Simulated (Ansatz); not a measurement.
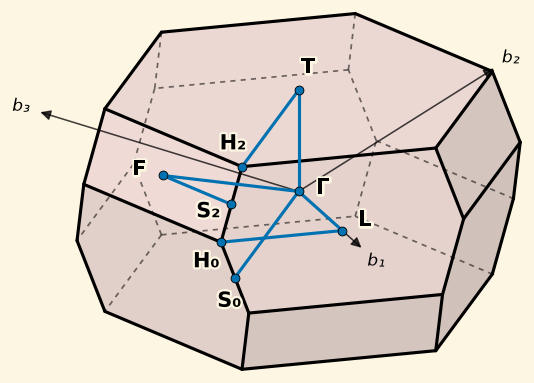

For PtS2, the input geometry of an electronic-structure calculation (not necessarily at equilibrium); the starting structure was generated, so it need not be a known form of this composition: the figure shows the first Brillouin zone with its special points and a band path. Symmetry computed with spglib at a tolerance of 0.002 Å; standard conventional cell.

Labels and path follow the convention of Hinuma et al. (2017), as computed by seekpath; the arrows show the directions of the reciprocal primitive vectors b₁, b₂, b₃.

Q: Which Bravais lattice has this zone?

A: A rhombohedral lattice (hR; extended symbol hR1). The zone is a truncated octahedron in its combinatorial type: 14 faces (6 with 4 edges, 8 with 6 edges), 36 edges, 24 vertices.

Q: In which order does the conventional band path visit the special points?

A: Γ–T–H₂ | H₀–L–Γ–S₀ | S₂–F–Γ
